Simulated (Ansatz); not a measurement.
```yaml
crystal:
  lattice:
    - [3.40987, 0.00000, 0.00000]
    - [0.00000, 6.56473, 0.00000]
    - [0.00000, 0.00000, 8.44951]
  atoms:
    - { symbol: Zr, position: [0.00000, 0.00000, 0.68625] }
    - { symbol: Zr, position: [0.50000, 0.50000, 0.18625] }
    - { symbol: Zr, position: [0.00000, 0.00000, 0.31375] }
    - { symbol: Zr, position: [0.50000, 0.50000, 0.81375] }
    - { symbol: Zr, position: [0.50000, 0.00000, 0.00000] }
    - { symbol: Zr, position: [0.00000, 0.50000, 0.50000] }
    - { symbol: S, position: [0.00000, 0.28682, 0.00000] }
    - { symbol: S, position: [0.50000, 0.78682, 0.50000] }
    - { symbol: S, position: [0.00000, 0.71318, 0.00000] }
    - { symbol: S, position: [0.50000, 0.21318, 0.50000] }
```

Space group Immm; a structure generated by program, which may or may not match a known phase.

The calculation used DFT PBE, scalar-relativistic, plane waves, PAW in Ansatz 0.2.0.

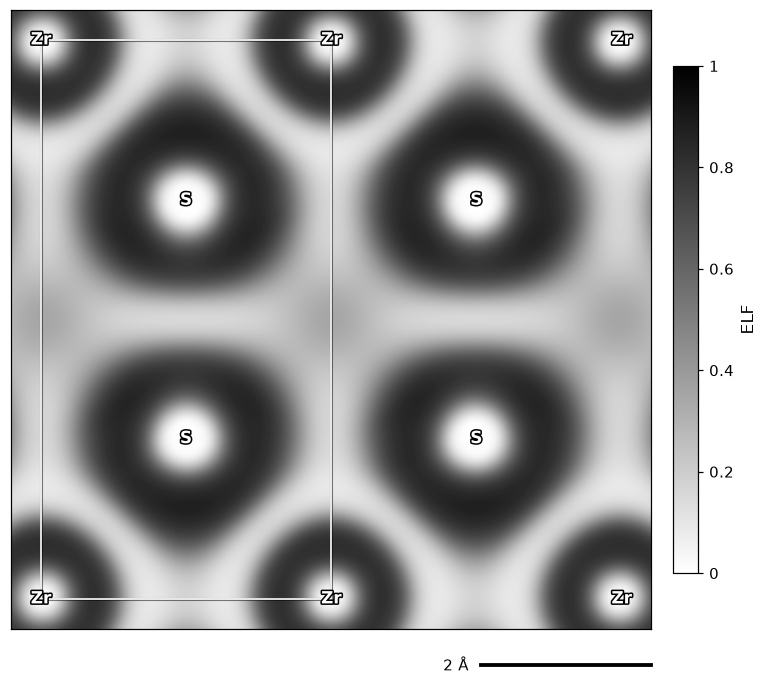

Zr$_{3}$S$_{2}$. Electron localisation function on the (001) plane of the conventional cell.

**Describe what can be read from this map.**

The plane passes through Zr and S nuclei.
Zr–S (2.54 Å): the ELF peaks at about 0.85 in the valence shell of S, 0.8 Å from its nucleus, and is about 0.25 at the midpoint (no shared electron pair shows on this line).
The features right at Zr lie inside the PAW spheres, where the map follows smoothed inner orbitals and isn't to be read closely.

**Metal or insulator at this level of theory?**

It is gapless in this calculation (a metal or semimetal).
